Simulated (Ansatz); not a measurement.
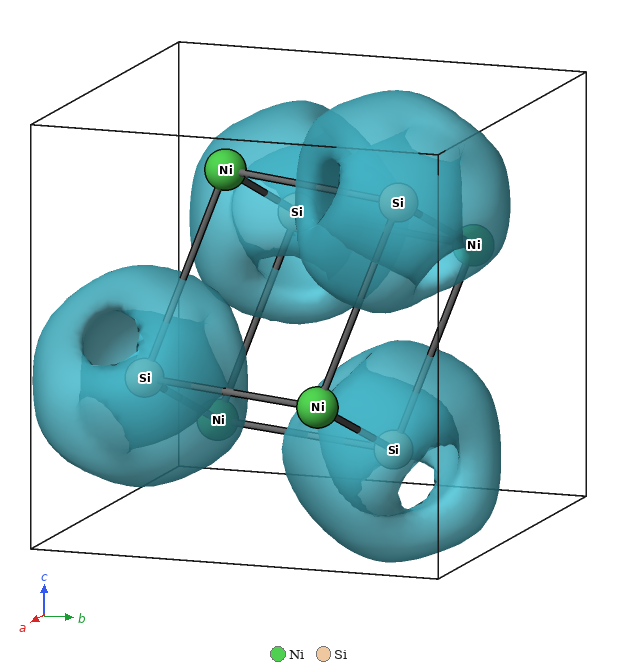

The picture shows: SiNi. Isosurface of the electron localisation function at 0.55 (cyan), seen slightly off an axis. Only the valence region is drawn (cores and ρ < 0.01 e/Å³ removed). Sticks mark near contacts.

Space group P2₁3; a structure from a database of computed crystals, not necessarily the ambient phase; the program warned that a starting moment wasn't kept; spin-polarised, but the moments vanished.

These are results of Kohn-Sham DFT of a periodic cell, PBE, Ansatz PAW in Ansatz 0.2.0, not measurements.

In a PAW calculation such maps are meaningful between the atoms, not at the nuclei.

Identify the bonds, lone pairs and shells in this picture.

Answer. The ELF exceeds this value in four regions wrapped around Si (the valence shell of each), counted in one cell of 8 atoms. Any copies at cell faces, edges or corners count once.

Values along the shortest contacts:
Si–Ni (2.36 Å): the ELF peaks at about 0.65 in the valence shell of Si, 0.9 Å from its nucleus, and is about 0.45 at the midpoint. Si–Ni (2.41 Å): the ELF peaks at about 0.70 in the valence shell of Si, 0.9 Å from its nucleus, and is about 0.45 at the midpoint.
